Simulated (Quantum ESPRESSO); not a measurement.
**CdGeAs2: 7 runs along one coordinate**

System: CdGeAs2 (8 atoms in the cell).
Method: Kohn-Sham DFT of a periodic cell, LDA, GBRV 1.5 LDA, no spin polarisation (Quantum ESPRESSO 7.5).

The 7 runs differ only in the geometry, by an even scaling of the cell at fixed fractional positions. The structure derives from a Materials Project entry.

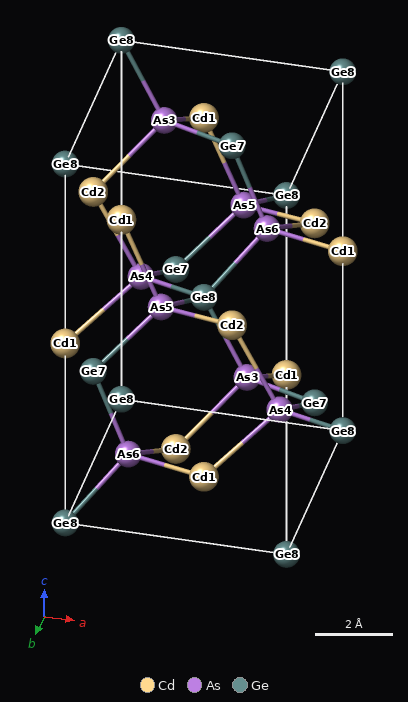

Figure 1. The structure of run 4 (ball-and-stick view of the cell 2 times as large as that of the calculation, set on its symmetry axes, seen at an oblique angle; atoms are numbered from 1 in the order of the input). An atom can appear more than once, as a periodic image.

## Input of run 4
```
&CONTROL
  calculation = 'scf'
  prefix = 'pwscf'
  outdir = './tmp'
  pseudo_dir = './pseudo'
  tprnfor = .true.
  tstress = .true.
  disk_io = 'nowf'
/
&SYSTEM
  ibrav = 0
  nat = 8
  ntyp = 3
  ecutwfc = 45
  ecutrho = 360
  nbnd = 48
  occupations = 'smearing'
  smearing = 'fd'
  degauss = 0.00367493
/
&ELECTRONS
  conv_thr = 1.6d-09
  electron_maxstep = 120
  mixing_beta = 0.5
/
ATOMIC_SPECIES
Cd   112.4140 cd_lda_v1.uspp.F.UPF
As    74.9216 as_lda_v1.uspp.F.UPF
Ge    72.6300 ge_lda_v1.4.uspp.F.UPF
CELL_PARAMETERS angstrom
  -2.9888745628    2.9888745628    5.6642966801
   2.9888745628   -2.9888745628    5.6642966801
   2.9888745628    2.9888745628   -5.6642966801
ATOMIC_POSITIONS crystal
Cd     0.5000000000    0.5000000000    0.0000000000
Cd     0.2500000000    0.7500000000    0.5000000000
As     0.0962175700    0.1250000000    0.4712175700
As     0.3750000000    0.9037824300    0.0287824300
As     0.6537824300    0.6250000000    0.5287824300
As     0.8750000000    0.3462175700    0.9712175700
Ge     0.7500000000    0.2500000000    0.5000000000
Ge     0.0000000000    0.0000000000    0.0000000000
K_POINTS automatic
5 5 5 0 0 0
```

Command:
```bash
OMP_NUM_THREADS=1 mpirun -n 2 pw.x -nk 2 -in pw.in > pw.out
```

Run 5 differs from it as follows:
```diff
-  -2.9888745628    2.9888745628    5.6642966801
-   2.9888745628   -2.9888745628    5.6642966801
-   2.9888745628    2.9888745628   -5.6642966801
+  -3.0086690109    3.0086690109    5.7018096719
+   3.0086690109   -3.0086690109    5.7018096719
+   3.0086690109    3.0086690109   -5.7018096719
```

## Results, with one run withheld

```tsv
run	volume per atom (Å³)	free energy per atom, from the lowest run given (meV)	pressure (GPa)	gap on the mesh (eV)
1	23.783	3.14	1.67	0.17
2	24.289	0.00	0.20	0.23
3	24.795	1.28	−1.12	0.22
4	25.301	6.48	−2.29	0.22
5	25.807	?	?	?
6	26.313	26.96	−4.25	0.22
7	26.819	41.49	−5.07	0.21
```

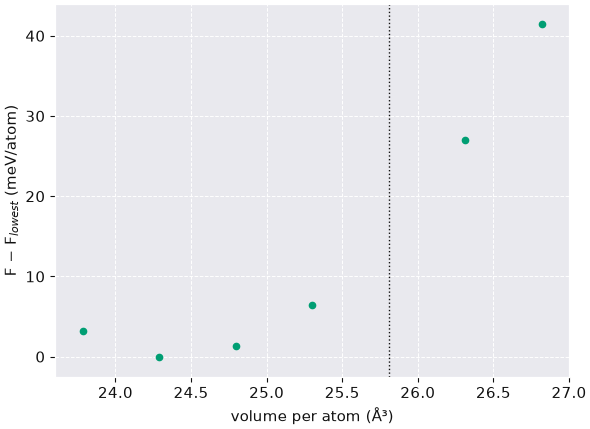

Figure 2. Free energy per atom of the runs given; the dotted line marks run 5.

Fit the runs given and predict run 5.

A cubic polynomial in V^(−2/3) (the Birch–Murnaghan form), fitted to the 6 runs given, misses them by under 0.01 meV per atom. With x = V^(−2/3) − 0.11641 Å⁻², it reads F = 4.8765 − 3946.1 x + 7.7901e+05 x² + 2.44e+06 x³ (meV per atom). At run 5 it gives 15.17 meV per atom, and the run itself gives 15.17. The slope of the fit gives a pressure −dF/dV of −3.26 GPa there, and the run prints −3.33 GPa. The two needn't agree exactly: the fit is approximate, and the printed stress is taken on a finite basis. The fit has its minimum at 24.387 Å³ per atom, where V d²F/dV² gives 65.8 GPa. Cell shape and fractional positions are held, so this is the stiffness under even scaling; the relaxed bulk modulus wasn't computed. The gap on the mesh lies between 0.17 eV (run 1) and 0.23 eV (run 2); run 5 has 0.22 eV. These are gaps of this functional on this mesh, which can miss the band edges; they aren't the measured gap.

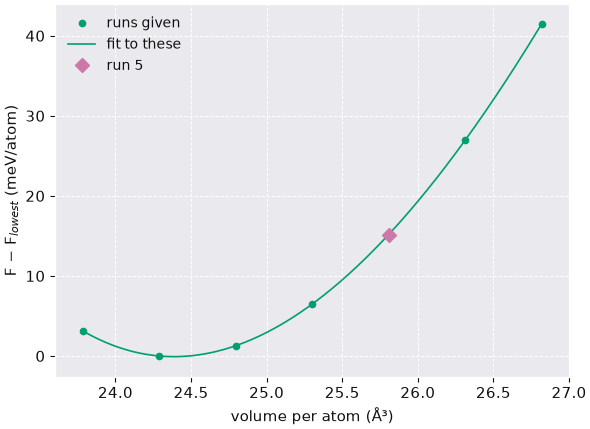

Figure 3. The fit and the withheld run.

## Some lines of the output (run 5)
```
[...]
     total energy              =    -814.25861629 Ry
     total energy              =    -814.42171279 Ry
     total energy              =    -814.45037531 Ry
     total energy              =    -814.45084063 Ry
     total energy              =    -814.45101418 Ry
     total energy              =    -814.45104955 Ry
     total energy              =    -814.45104994 Ry
     total energy              =    -814.45105007 Ry
     total energy              =    -814.45105009 Ry
     the Fermi energy is     5.9884 ev
!    total energy              =    -814.45105009 Ry
     The total energy is F=E-TS. E is the sum of the following terms:
     Computing stress (Cartesian axis) and pressure
          total   stress  (Ry/bohr**3)                   (kbar)     P=      -33.26
```

Notes on the run: negative rho.
